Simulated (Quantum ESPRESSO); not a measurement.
## Band-structure run of KTaO₃ (part 2 of 2)

KTaO₃ (Pm-3m, 5 atoms in the cell); Kohn-Sham DFT of a periodic cell, PBE, SSSP 1.3 efficiency PBE, no spin polarisation (Quantum ESPRESSO 7.5); cutoff 816.34 eV, 7×7×7 k-mesh, fermi-dirac of 0.05 eV. The structure derives from an entry of the Crystallography Open Database.

Geometry of the input (Å; fractional positions):
```
3.9883  0.0000  0.0000
0.0000  3.9883  0.0000
0.0000  0.0000  3.9883
Ta 0.0000  0.0000  0.0000
K  0.5000  0.5000  0.5000
O  0.0000  0.0000  0.5000
O  0.0000  0.5000  0.0000
O  0.5000  0.0000  0.0000
```

## Output, continued
```
     negative rho (up, down):  9.895E-02 0.000E+00

     total energy              =    -380.43978346 Ry
     estimated scf accuracy    <       0.00009042 Ry

     iteration #  8     ecut=    60.00 Ry     beta= 0.50
     Davidson diagonalization with overlap
     ethr =  2.26E-07,  avg # of iterations =  1.1

     negative rho (up, down):  9.899E-02 0.000E+00

     total energy              =    -380.43977690 Ry
     estimated scf accuracy    <       0.00002229 Ry

     iteration #  9     ecut=    60.00 Ry     beta= 0.50
     Davidson diagonalization with overlap
     ethr =  5.57E-08,  avg # of iterations =  2.1

     negative rho (up, down):  9.899E-02 0.000E+00

     total energy              =    -380.43978232 Ry
     estimated scf accuracy    <       0.00000023 Ry

     iteration # 10     ecut=    60.00 Ry     beta= 0.50
     Davidson diagonalization with overlap
     ethr =  5.82E-10,  avg # of iterations =  3.7

     negative rho (up, down):  9.899E-02 0.000E+00

     total energy              =    -380.43978223 Ry
     estimated scf accuracy    <       0.00000038 Ry

     iteration # 11     ecut=    60.00 Ry     beta= 0.50
     Davidson diagonalization with overlap
     ethr =  5.82E-10,  avg # of iterations =  1.9

     negative rho (up, down):  9.899E-02 0.000E+00

     total energy              =    -380.43978226 Ry
     estimated scf accuracy    <       0.00000002 Ry

     iteration # 12     ecut=    60.00 Ry     beta= 0.50
     Davidson diagonalization with overlap
     ethr =  5.30E-11,  avg # of iterations =  2.4

     negative rho (up, down):  9.899E-02 0.000E+00

     End of self-consistent calculation

          k = 0.0000 0.0000 0.0000 (  3407 PWs)   bands (ev):

   -58.7083 -25.2106 -25.2106 -25.2106 -18.4749  -8.6972  -8.0007  -8.0007
    -2.0250  -2.0250  -2.0250   6.4246   6.4246   6.4246   7.7778   7.7778
     7.7778   8.2099   8.2099   8.2099  11.0503  11.0503  11.0503  15.4727
    15.6472  15.6472  16.9130  16.9130

          k = 0.0000 0.0000 0.1429 (  3359 PWs)   bands (ev):

   -58.7082 -25.2280 -25.2099 -25.2099 -18.4697  -8.6417  -7.9963  -7.8899
    -2.0178  -2.0178  -1.9981   5.9335   6.4016   6.4016   7.4776   7.4776
     7.6707   7.6864   8.1152   8.1152  11.0791  11.6577  11.6577  15.6574
    15.7910  16.4792  17.1657  17.2182

          k = 0.0000 0.0000 0.2857 (  3375 PWs)   bands (ev):

   -58.7080 -25.2668 -25.2085 -25.2085 -18.4579  -8.5925  -7.9866  -7.5288
    -2.0016  -2.0016  -1.9369   4.6306   6.3483   6.3483   6.9219   6.9219
     7.0473   7.4912   8.0351   8.0351  11.1456  12.8361  12.8361  15.6745
    16.5101  17.5368  17.7608  18.3842

          k = 0.0000 0.0000 0.4286 (  3378 PWs)   bands (ev):

   -58.7078 -25.2974 -25.2073 -25.2073 -18.4485  -8.5941  -7.9787  -7.1506
    -1.9886  -1.9886  -1.8873   3.5705   6.3064   6.3064   6.5723   6.5723
     6.7462   7.3442   7.9929   7.9929  11.2007  13.7512  13.7512  15.6851
    17.2145  17.9346  18.2722  19.8333

          k = 0.0000 0.1429 0.1429 (  3359 PWs)   bands (ev):

   -58.7081 -25.2275 -25.2271 -25.2093 -18.4649  -8.5696  -7.9282  -7.8559
    -2.0283  -2.0097  -1.9667   5.8452   5.9821   6.3748   6.8979   7.2861
     7.6061   7.7324   7.9230   7.9271  11.6232  11.7373  12.0799  15.8864
    16.3783  16.8288  17.4122  17.4839

          k = 0.0000 0.1429 0.2857 (  3373 PWs)   bands (ev):

   -58.7079 -25.2660 -25.2257 -25.2078 -18.4543  -8.4946  -7.8974  -7.5339
    -2.0183  -1.9914  -1.9293   4.6271   5.7983   6.2487   6.3114   6.8204
     7.2595   7.6692   7.7700   7.8947  11.7307  12.8548  13.0669  16.0738
    17.0192  17.8306  17.9702  18.5709

          k = 0.0000 0.1429 0.4286 (  3364 PWs)   bands (ev):

   -58.7077 -25.2966 -25.2245 -25.2066 -18.4458  -8.4843  -7.8895  -7.1617
    -1.9981  -1.9765  -1.9105   3.5674   5.5820   6.0496   6.2557   6.5000
     7.0881   7.6319   7.7151   7.7996  11.7794  13.7602  13.9190  16.1340
    17.6983  18.2137  18.4673  19.7265

          k = 0.0000 0.2857 0.2857 (  3365 PWs)   bands (ev):

   -58.7077 -25.2645 -25.2638 -25.2063 -18.4461  -8.3649  -7.6084  -7.5074
    -2.0306  -1.9681  -1.9354   4.5946   4.6550   5.3013   6.2234   6.5295
     7.2545   7.4684   7.4859   8.2943  12.8195  12.9565  13.7405  16.3365
    18.0024  18.4267  18.6494  19.4008

          k = 0.0000 0.2857 0.4286 (  3347 PWs)   bands (ev):

   -58.7075 -25.2946 -25.2627 -25.2052 -18.4395  -8.3200  -7.5709  -7.1867
    -2.0162  -1.9617  -1.9492   3.5610   4.6408   4.8472   6.1417   6.2841
     7.2570   7.3614   7.4371   8.4302  12.9182  13.7806  14.4380  16.4470
    18.6493  18.8119  19.1866  19.9173

          k = 0.0000 0.4286 0.4286 (  3363 PWs)   bands (ev):

   -58.7073 -25.2932 -25.2930 -25.2040 -18.4345  -8.2482  -7.2171  -7.1994
    -2.0230  -2.0046  -1.9270   3.5086   3.6080   4.4126   6.0488   6.0779
     7.2210   7.3677   7.4155   8.7285  13.7840  13.8076  15.0197  16.5313
    18.9331  19.1390  20.2483  20.3267

          k = 0.1429 0.1429 0.1429 (  3362 PWs)   bands (ev):

   -58.7080 -25.2271 -25.2264 -25.2264 -18.4606  -8.4755  -7.8500  -7.8500
    -2.0307  -2.0307  -1.9290   5.7380   5.9732   5.9732   6.8357   6.8357
     7.0337   7.8729   7.8729   7.9605  12.0178  12.1481  12.1481  16.5420
    16.8535  16.8535  17.6803  17.6803

          k = 0.1429 0.1429 0.2857 (  3350 PWs)   bands (ev):

   -58.7078 -25.2652 -25.2252 -25.2249 -18.4508  -8.3680  -7.8365  -7.5340
    -2.0365  -2.0212  -1.9004   4.6247   5.6593   5.9329   6.2093   6.3066
     6.9359   7.7451   7.8209   7.9835  12.1567  13.0725  13.1095  16.8784
    17.1759  18.0317  18.1735  18.6944

          k = 0.1429 0.1429 0.4286 (  3367 PWs)   bands (ev):

   -58.7076 -25.2957 -25.2239 -25.2237 -18.4430  -8.3478  -7.8256  -7.1677
    -2.0416  -1.9718  -1.9182   3.5660   5.4411   5.8191   5.9733   6.0933
     6.9683   7.6108   7.7797   7.9118  12.2090  13.9125  13.9548  16.8803
    17.8744  18.3886  18.6430  19.6761

          k = 0.1429 0.2857 0.2857 (  3363 PWs)   bands (ev):

   -58.7076 -25.2638 -25.2631 -25.2235 -18.4429  -8.1911  -7.5933  -7.4971
    -2.0560  -2.0484  -1.8962   4.5957   4.6584   5.3174   5.8054   6.1146
     6.4956   7.7611   7.8479   8.3018  13.0756  13.1963  13.7662  17.2628
    18.0450  18.6213  18.6964  19.4091

          k = 0.1429 0.2857 0.4286 (  3370 PWs)   bands (ev):

   -58.7074 -25.2939 -25.2620 -25.2223 -18.4367  -8.1367  -7.5507  -7.1813
    -2.0749  -2.0232  -1.9351   3.5634   4.6502   4.8999   5.7136   5.9060
     6.4774   7.7489   7.8070   8.4365  13.1755  13.9641  14.4595  17.3852
    18.5922  18.9037  19.1429  19.4855

          k = 0.1429 0.4286 0.4286 (  3363 PWs)   bands (ev):

   -58.7072 -25.2924 -25.2923 -25.2211 -18.4316  -8.0553  -7.2037  -7.1846
    -2.0690  -2.0676  -1.9740   3.5166   3.6107   4.5219   5.6972   5.7369
     6.3604   7.7905   7.8195   8.7344  13.9775  14.0016  15.0434  17.4086
    18.9343  19.1536  19.5457  19.6164

          k = 0.2857 0.2857 0.2857 (  3359 PWs)   bands (ev):

   -58.7073 -25.2623 -25.2615 -25.2615 -18.4359  -7.8502  -7.4736  -7.4736
    -2.1137  -2.1137  -1.9226   4.5897   4.6679   4.6679   5.3238   5.5838
     5.5838   8.1430   8.1430   8.3978  13.7336  13.8569  13.8569  18.0416
    18.7199  18.7199  19.4428  19.4430

          k = 0.2857 0.2857 0.4286 (  3349 PWs)   bands (ev):

   -58.7071 -25.2921 -25.2606 -25.2602 -18.4302  -7.7386  -7.4544  -7.1690
    -2.1608  -2.1105  -1.9977   3.5695   4.6733   4.6787   4.9583   5.2836
     5.5880   8.1851   8.3102   8.5129  13.8546  14.4473  14.5520  18.3889
    18.5513  18.7444  19.4923  19.7057

          k = 0.2857 0.4286 0.4286 (  3357 PWs)   bands (ev):

   -58.7069 -25.2907 -25.2906 -25.2591 -18.4251  -7.5845  -7.1724  -7.1506
    -2.1874  -2.1726  -2.0951   3.5345   3.6168   4.7100   4.7713   5.2598
     5.2719   8.3835   8.4066   8.7490  14.5134  14.5406  15.0947  18.0790
    18.5294  18.6440  19.9638  19.9962

          k = 0.4286 0.4286 0.4286 (  3343 PWs)   bands (ev):

   -58.7068 -25.2894 -25.2893 -25.2893 -18.4198  -7.1816  -7.1225  -7.1225
    -2.2560  -2.2560  -2.2138   3.5119   3.6218   3.6218   4.9260   5.0104
     5.0104   8.7280   8.7280   8.7804  15.0842  15.1450  15.1450  17.9664
    17.9664  18.0125  19.8957  20.7355

     the Fermi energy is     9.9230 ev

!    total energy              =    -380.43978226 Ry
     estimated scf accuracy    <          1.2E-10 Ry
     smearing contrib. (-TS)   =      -0.00000000 Ry
     internal energy E=F+TS    =    -380.43978226 Ry

     The total energy is F=E-TS. E is the sum of the following terms:
     one-electron contribution =     -69.69669052 Ry
     hartree contribution      =      56.63106382 Ry
     xc contribution           =     -76.05516672 Ry
     ewald contribution        =    -207.36447283 Ry
     one-center paw contrib.   =     -83.95451600 Ry

     convergence has been achieved in  12 iterations

     negative rho (up, down):  9.899E-02 0.000E+00

     Forces acting on atoms (cartesian axes, Ry/au):

     atom    1 type  1   force =     0.00000000    0.00000000    0.00000000
     atom    2 type  2   force =     0.00000000    0.00000000    0.00000000
     atom    3 type  3   force =     0.00000000    0.00000000    0.00000000
     atom    4 type  3   force =     0.00000000    0.00000000    0.00000000
     atom    5 type  3   force =     0.00000000    0.00000000    0.00000000

     Total force =     0.000000     Total SCF correction =     0.000000

     Computing stress (Cartesian axis) and pressure

     negative rho (up, down):  9.899E-02 0.000E+00
          total   stress  (Ry/bohr**3)                   (kbar)     P=       52.33
   0.00035575   0.00000000   0.00000000           52.33        0.00        0.00
   0.00000000   0.00035575   0.00000000            0.00       52.33        0.00
   0.00000000   0.00000000   0.00035575            0.00        0.00       52.33

=------------------------------------------------------------------------------=
   JOB DONE.
=------------------------------------------------------------------------------=
```

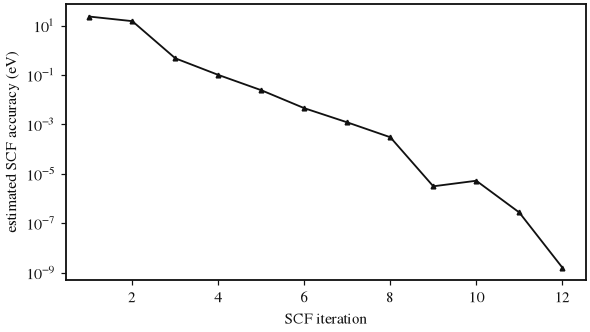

Figure 1. Convergence of the self-consistent field: estimated SCF accuracy against the iteration. The field takes 12 iterations in all.

## Results in brief

| quantity | value |
| --- | --- |
| outcome | converged |
| space group (tolerance 0.01 Å) | Pm-3m (221) |
| electrons treated | 40 |
| free energy | −5176.1469 eV |
| Fermi energy | 9.923 eV |
| gap on the k-point mesh | 2.27 eV |
| gap on the band path | 2.21 eV |
| pressure | 5.23 GPa |
| largest force (length of the vector) | under 0.001 eV/Å |
| hardware | 2 threads of Intel Xeon @ 2.50GHz (Skylake/Cascade Lake), 128 GiB of memory available, shared host |
| wall time | 1.8 min (CPU time 3.5 min) |
| peak memory | 0.68 GiB |

## Notes

Further notes kept with the run: eigenvalues not converged. Notes on the run: negative rho. Spin–orbit coupling is left out, which matters for Ta. The cell is under a pressure of 5.2 GPa at this level, so it is not at its equilibrium volume.
